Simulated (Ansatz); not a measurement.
Take the following structure.

```
C
1.0
     2.45573    0.00000    0.00000
    -1.22786    2.12672    0.00000
     0.00000    0.00000   21.51844
C
12
Direct
  0.66667 0.33333 0.25231
  0.00000 0.00000 0.25231
  0.66667 0.33333 0.08102
  0.00000 0.00000 0.08102
  0.33333 0.66667 0.58565
  0.66667 0.33333 0.58564
  0.33333 0.66667 0.41436
  0.66667 0.33333 0.41435
  0.00000 0.00000 0.91898
  0.33333 0.66667 0.91898
  0.00000 0.00000 0.74769
  0.33333 0.66667 0.74769
```

Give a crystallographic description of this input.

The element is carbon. Its lattice is rhombohedral (trigonal R), its space group R-3m (No. 166). The cell holds twelve atoms. The neighbours of C are three C in a trigonal planar arrangement at 1.42 Å. The bonds build C layers parallel to (001).

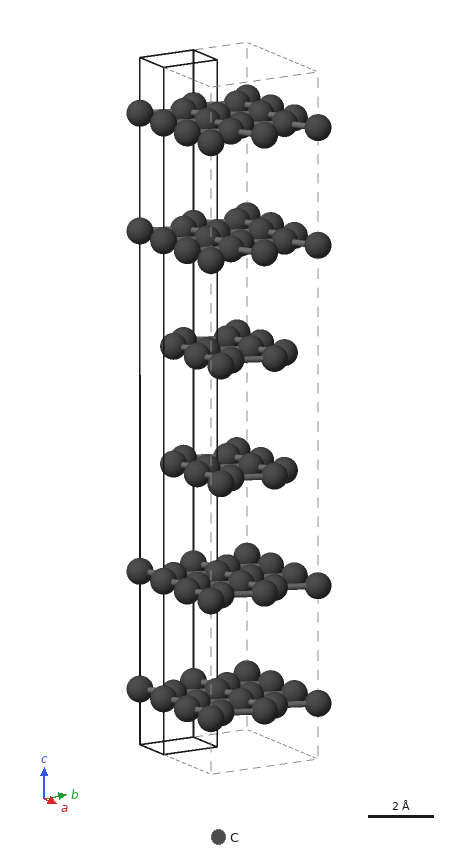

We look at a ball-and-stick model of the crystal slightly off an axis. The conventional unit cell (solid box) is repeated to 3×2×1 cells. Colours: carbon dark grey.

The structure was taken from a structure listed in the Materials Project. The cell was then strained or its atoms displaced on purpose. The atoms were relaxed in a fixed cell with DFT r2SCAN, scalar-relativistic, plane waves, PAW (Ansatz 0.2.0).
